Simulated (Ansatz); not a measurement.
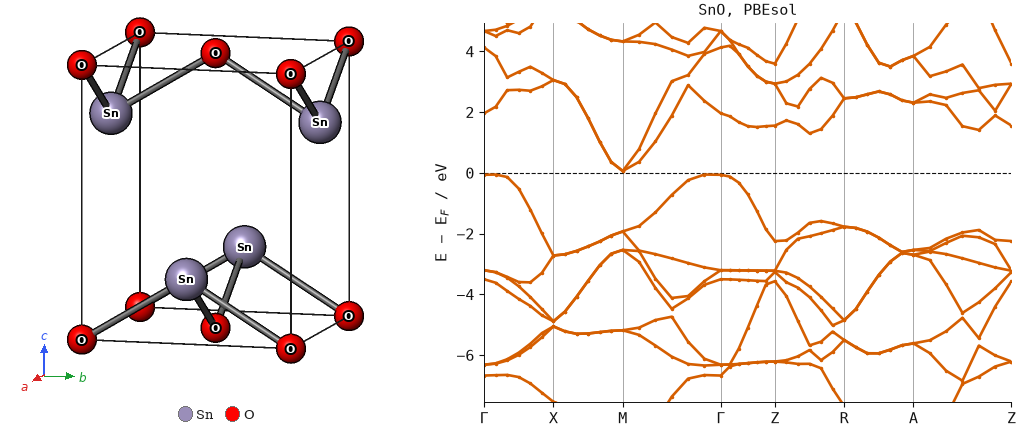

Band structure, beside the structure. Energies are counted from the Fermi level, put mid-gap where there is a gap. The path runs straight from each named point to the next. The path has few k points, so lines between them are rough.

System: SnO, space group P4/nmm (No. 129), 4 atoms in the cell.

```xyz
4
Lattice="3.8137 0.0000 0.0000 0.0000 3.8137 0.0000 0.0000 0.0000 4.8869" Properties=species:S:1:pos:R:3 pbc="T T T"
Sn    1.9068    0.0000    3.7367
Sn    0.0000    1.9068    1.1503
O     0.0000    0.0000    0.0000
O     1.9068    1.9068    0.0000
```

Method: PBEsol, all-electron LAPW, no spin polarisation, no spin-orbit coupling, 5×5×4 k mesh, Fermi-Dirac smearing of 0.05 eV (Ansatz).

**What does the band structure say about the gap?**

The bands leave a gap. The gap along this path is 0.12 eV and indirect, from the valence-band top between Γ and X to the conduction-band bottom at M; the smallest direct gap is 1.98 eV, between Γ and Z. It is not wide against the smearing used. At Γ the top valence band lies only 0.01 eV lower.

**What are the direct gaps at R, Γ and Z?**

The direct gaps are 4.23 eV at R, 2.02 eV at Γ and 3.80 eV at Z.

**How much do the top valence band and the lowest conduction band disperse along the path?**

The top valence band spans 2.7 eV and the lowest conduction band 3.0 eV.

LDA, GGA and most meta-GGA functionals understate gaps. The usual form of SnO is litharge (tetragonal).
